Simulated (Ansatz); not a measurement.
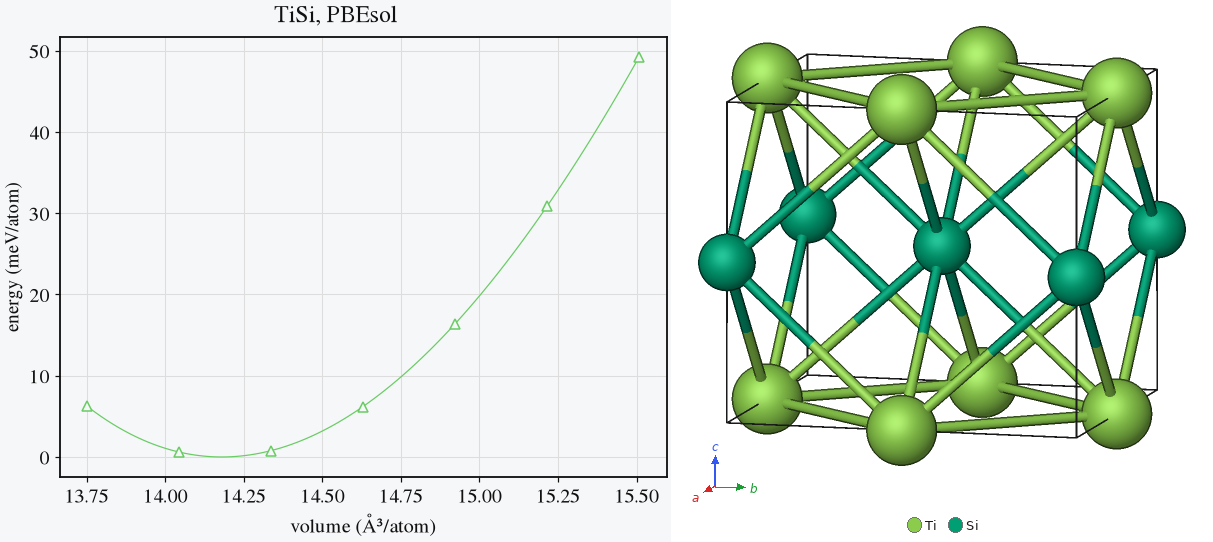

The picture above shows the energy against volume for TiSi, space group Cmmm (No. 65). The conventional cell is drawn beside the plot.

Starting cell:
```
CELL_PARAMETERS angstrom
1.81618 -2.11762 0.00000
1.81618 2.11762 0.00000
0.00000 0.00000 3.80393
ATOMIC_POSITIONS crystal
Ti 0.50000 0.50000 0.00000
Si 0.00000 0.00000 0.50000
```

Method: all-electron LAPW DFT, no spin polarisation; energies at scaled volumes of the given cell, shape and fractions fixed, counted from the fit's minimum, third-order Birch-Murnaghan fit (Ansatz 0.2.0). Level: PBEsol.

k mesh 10×10×7; occupations Fermi–Dirac; smearing width 0.05 eV; potentials all electron LAPW, scalar relativistic; program settings basis error eV/atom 0.001.

This calculation gives: equilibrium volume 14.18 Å³/atom and bulk modulus 147 GPa.

Now the level changes from PBEsol to LDA. How do these quantities change?

The equilibrium volume falls from 14.18 to 13.82 Å³/atom (−2.5 %) and the bulk modulus rises from 147 to 154 GPa (+4.8 %).

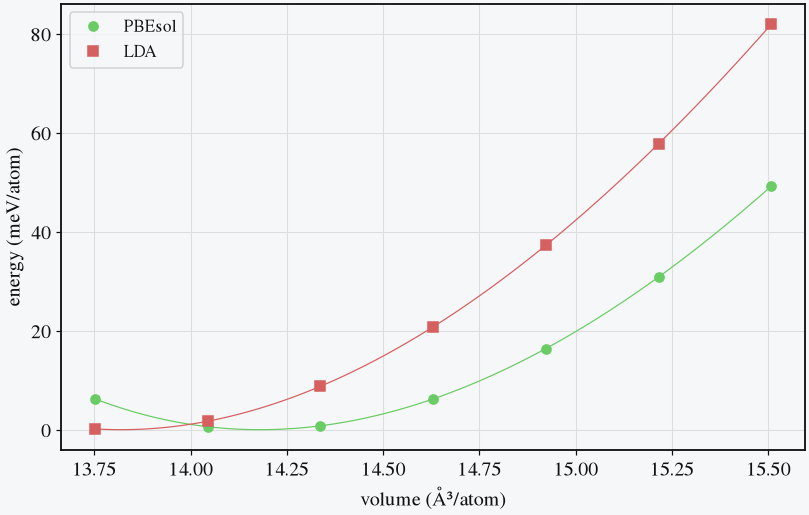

The two results together.

For both, limits of the calculation: shape and atomic fractions are frozen while scaling, which makes layered, chain and framework solids too stiff.

V0 and the bulk modulus come from third-order Birch–Murnaghan fits.
